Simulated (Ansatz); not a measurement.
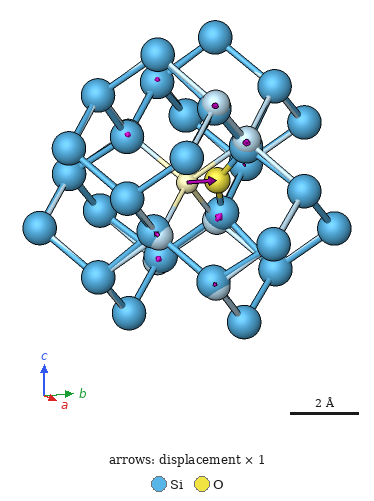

This is a relaxation of a defect cell of composition Si$_{63}$O. The starting structure is drawn faded, the final one solid; purple arrows show the displacements, at their true length.

Style: ball-and-stick. Shown: the atoms within 5.0 Å of the atom that moves most (axes of the cell of the calculation (origin shifted)), slightly off an axis.

All numbers below come from DFT, PBEsol, PAW, plane waves in Ansatz 0.2.0. Set-up: plane-wave cutoff 420 eV; k-point mesh 1 × 1 × 1; mesh shifted by (0.25, 0.25, 0.25); no spin polarisation; atoms relaxed in a fixed cell; force threshold 0.03 eV/Å; at most 80 steps.

### Which element moves most?

Oxygen: up to 0.93 Å, against 0.33 Å for silicon.

### Describe the change and its energy.

After 15 geometry steps the energy has fallen by 1.885 eV per cell of the calculation. Largest force component: 1.2 eV/Å at the start, 0.026 eV/Å at the end. The largest move is that of the O atom, 0.93 Å along +b. By element the largest moves are O 0.93 Å, Si 0.33 Å. The cell stays as it was. Among the contacts that change: O–Si 2.397 → 1.706 Å, O–Si 2.332 → 1.702 Å, O–Si 2.349 → 2.975 Å, Si–Si 2.349 → 2.463 Å. Among the angles between lasting bonds that change: Si–Si–Si 111.3° → 102.6°, Si–Si–Si 110.0° → 103.3°, Si–Si–Si 108.6° → 103.3°. The run took 2.4 min on 7 threads of Arm Neoverse-V2, peak memory 1.8 GiB.
